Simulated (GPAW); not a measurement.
## BN (P6_3mc): refractive index against wavelength

The refractive index of BN (P6_3mc) along x below the direct gap (8.33 eV on the mesh) is read from one computed spectrum, n = √(Re ε). x, y and z are the Cartesian axes of the input cell.

It takes space group P6_3mc (No. 186, hexagonal). Conventional cell: a = 2.536 Å, b = 2.536 Å, c = 4.199 Å, α = 90.00°, β = 90.00°, γ = 120.00°. Around N on site b lie 4 B at 1.56 to 1.57 Å. B on site b has 4 N at 1.56 to 1.57 Å as nearest neighbours.

Method: GPAW 26.7.0, PBE, RPA, k-mesh 15×15×8, local fields up to 70 eV, Lorentzian half width 0.12 eV.

Launch of the response step: `OMP_NUM_THREADS=1 python df.py`. The run took 61 s, its band step included, on 1 thread of Arm Neoverse V1 (shared host).

| wavelength (nm) | photon energy E (eV) | n |
| --- | --- | --- |
| 532 | 2.331 | 2.1352 |
| 450 | 2.755 | 2.1469 |
| 405 | 3.061 | 2.1568 |
| 365 | 3.397 | 2.1691 |
| 308 | 4.025 | 2.1970 |
| 266 | 4.661 | 2.2324 |
| 248 | 4.999 | ? |

In the single-oscillator model n² − 1 = E₀E_d/(E₀² − E²), so 1/(n² − 1) = E₀/E_d − E²/(E₀E_d) is linear in E².

Working, on the rows shown:

| x = E² (eV²) | y = 1/(n² − 1) |
| --- | --- |
| 5.43137 | 0.280972 |
| 7.59115 | 0.277071 |
| 9.37179 | 0.273839 |
| 11.5384 | 0.269906 |
| 16.2043 | 0.261314 |
| 21.7255 | 0.251029 |

Means: x̄ = 11.977, ȳ = 0.26902. Σ(x − x̄)(y − ȳ) = -0.3344, Σ(x − x̄)² = 182. Slope = -0.3344 / 182 = -0.001838; intercept = ȳ − slope · x̄ = 0.29104. Turned back into n, the line misses the rows shown by at most 0.00027.

**Question.** What does the fit predict for the withheld row, and how well does it do?

**Answer.** At x = 24.994 the line gives y = 0.2451, that is 2.2539. The run gave 2.2548, so the extrapolation is off by 0.00091, 0.8 % of the range in the table.

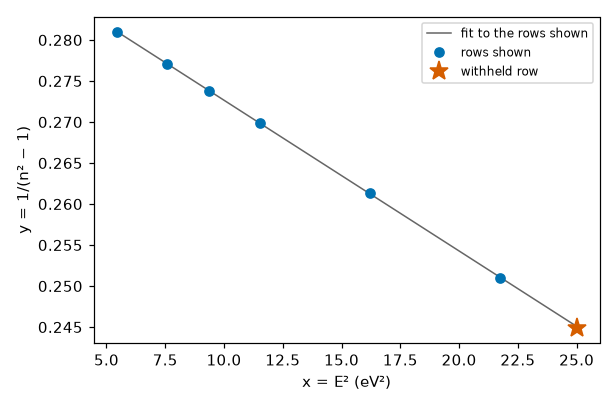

Refitted with all rows, the slope is -0.001846 and the intercept 0.29112. These give E₀ = √(intercept/−slope) = 12.56 eV and E_d = E₀/intercept = 43.1 eV; E₀ is 1.5 times the direct gap. The electronic limit at long wavelengths, without lattice vibrations, is n = √(1 + 1/intercept) = 2.106. The cell comes from an older database entry, whose edges can be off by a per cent or so. Excitons are left out; PBE gaps are as a rule too small. The values come from a sum over the points of one k-mesh and carry its error, which grows as the direct gap shrinks.
